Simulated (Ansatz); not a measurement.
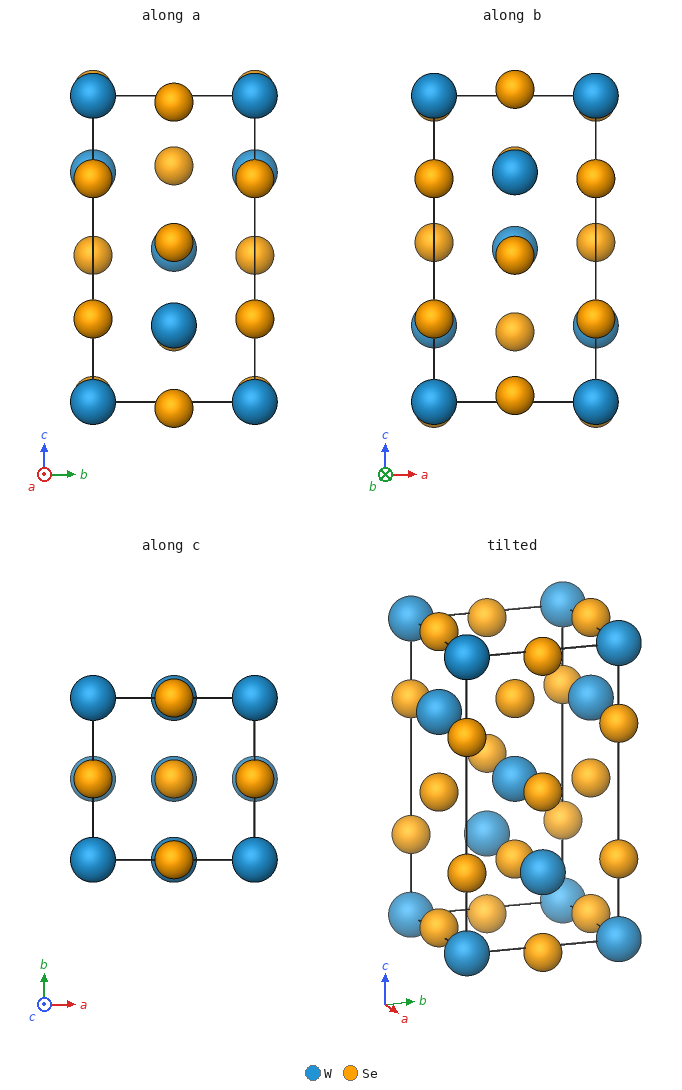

Crystal structure, spheres-only style, seen along the a axis, along the b axis, along the c axis and slightly off an axis. The box is the conventional unit cell; atoms on or close to its faces, edges and corners are drawn wherever they repeat.

Lattice parameters: a = 5.0007 Å, b = 5.0007 Å, c = 9.4643 Å, α = 90.000°, β = 90.000°, γ = 90.000°.

### Convert the drawing into a CIF in P1 with every atom of the cell, with free fractional coordinates to two decimals.

```cif
data_structure
_symmetry_space_group_name_H-M 'P 1'
_symmetry_Int_Tables_number 1
_cell_length_a 5.0007
_cell_length_b 5.0007
_cell_length_c 9.4643
_cell_angle_alpha 90.000
_cell_angle_beta 90.000
_cell_angle_gamma 90.000
_cell_volume 236.67
loop_
_atom_site_label
_atom_site_type_symbol
_atom_site_fract_x
_atom_site_fract_y
_atom_site_fract_z
_atom_site_occupancy
W1 W 0.00 0.50 0.25 1
W2 W 0.00 0.00 0.00 1
Se1 Se 0.50 0.00 0.48 1
Se2 Se 0.50 0.50 0.23 1
Se3 Se 0.00 0.00 0.27 1
Se4 Se 0.50 0.00 0.02 1
W3 W 0.50 0.00 0.75 1
W4 W 0.50 0.50 0.50 1
Se5 Se 0.00 0.50 0.98 1
Se6 Se 0.00 0.00 0.73 1
Se7 Se 0.50 0.50 0.77 1
Se8 Se 0.00 0.50 0.52 1
```

The structure comes from a structure type filled with these elements by a generator (whether the compound takes this form wasn't checked). Earlier steps of the study may have refined or changed the cell and positions. It was run through Ansatz as a DFT input.
